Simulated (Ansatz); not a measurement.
A periodic structure is given below.

Space group Amm2 (No. 38). a = 3.281 Å, b = 7.877 Å, c = 7.840 Å, α = 90.00°, β = 90.00°, γ = 90.00°
```
atom  site  symmetry       x       y       z
  Zn    4e       m..  0.5000  0.8167  0.0023
  Zn    2a       mm2  0.0000  0.5000  0.8122
  Ga    2a       mm2  0.0000  0.5000  0.1792
   O    2b       mm2  0.5000  0.5000  0.6789
   O    2b       mm2  0.5000  0.5000  0.3092
   O    4d       m..  0.0000  0.3246  0.0080
```

### Describe what this structure looks like.

Composition: Zn₃GaO₄. Its lattice is base-centred orthorhombic, its space group Amm2 (No. 38). Cell content 6 Zn, 2 Ga, 8 O; Z = 2. The coordination shell of Zn holds four O at 1.95 to 2.09 Å. The neighbours of Ga are four O in a distorted tetrahedral arrangement at 1.93 Å. O takes three kinds of site: 2b with four Zn in a distorted tetrahedral arrangement at 1.95 to 2.00 Å; 2b with two Ga and two Zn in a distorted tetrahedral arrangement (1.93 Å to Ga, 2.09 Å to Zn); 4d with three Zn and one Ga in a distorted tetrahedral arrangement (1.98 to 2.07 Å to Zn, 1.93 Å to Ga). The bonds build a three-dimensional framework.

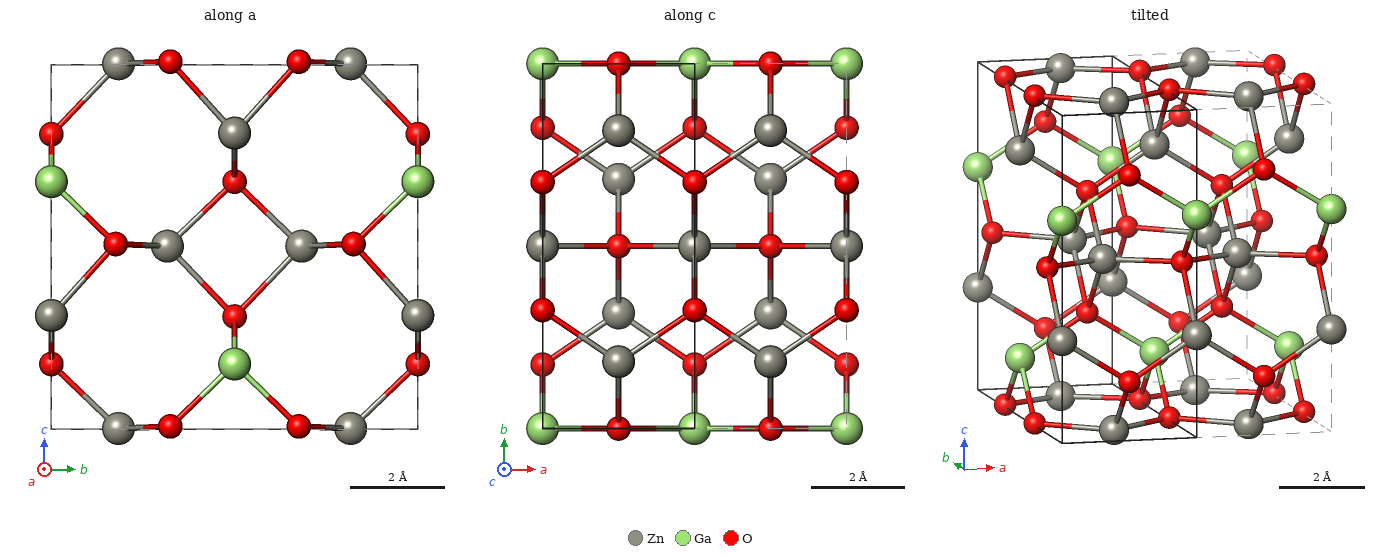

The image is a ball-and-stick drawing of a crystal, viewed along the a axis, along the c axis and slightly off an axis. A 2×1×1 array of cells is drawn; the conventional unit cell has the solid edges. Colours: zinc grey, gallium green, oxygen red.

Its origin is a structure listed in the Materials Project, with elements exchanged, so it need not be a known form of the compound. The picture shows the end point of a geometry optimisation with DFT PBEsol, scalar-relativistic, plane waves, PAW (Ansatz 0.2.0).
